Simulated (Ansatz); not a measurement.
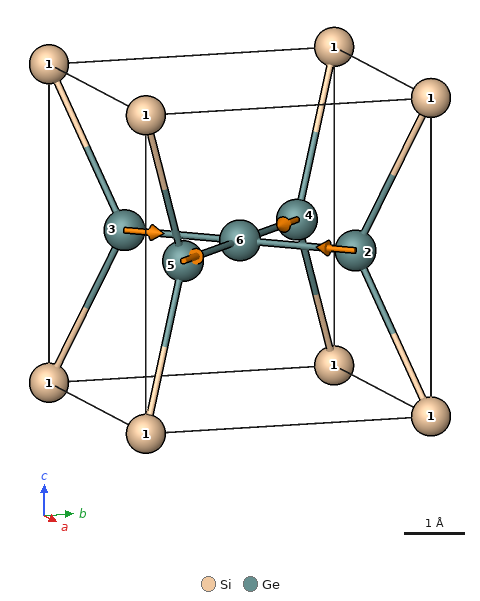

A relaxation of a crystal of SiGe$_{5}$ (a generated structure, set up in P4/mmm) (coarse preliminary run). The starting structure is drawn; orange arrows show the displacements (the part carried along by the change of the cell is left out), magnified 10 times.

A ball-and-stick model of the cell of the calculation, seen slightly off an axis.

Theory: DFT PBE, scalar-relativistic, plane waves, PAW (Ansatz 0.2.0). Settings: plane-wave cutoff 420 eV; k-point mesh 4 × 4 × 4; occupations gaussian; smearing width 0.1 eV; no spin polarisation; cell and atoms relaxed; force threshold 0.04 eV/Å; at most 70 steps.

What did the optimiser do to the structure, and how much energy did it gain?

Answer. Over 16 accepted moves (19 points after the start) the energy falls by 1901 meV per atom. Largest force component: 5.9 eV/Å at the start, 0.037 eV/Å at the end. Pressure: 44.15 GPa at the start and 0.08 GPa at the end. The line search rejected the trial step at point 15 of the run. The SCF was repeated twice at an unchanged geometry on a basis and grid sized afresh for the cell, which shifted the energy by 65.5 meV per atom at most. The largest moves relative to the cell, 0.075 Å, are those of Ge2, Ge3, Ge4 and Ge5. Ge2 goes along [−1 −1 0]. Si stays in place. The drawn cell changes as follows: a = b 5.029 → 6.470 Å (+28.6 %), c 5.407 → 3.616 Å (−33.1 %); the volume changes by +10.7 %. Among the contacts that change: Ge2–Ge4 1.988 → 2.664 Å, Ge2–Ge6 2.151 → 2.691 Å, Si1–Ge2 3.047 → 2.611 Å. The space group stays P4/mmm (No. 123). Cost: 2.9 min on 1 thread of Arm Neoverse V1, with other jobs on the host, peak memory 0.44 GiB.
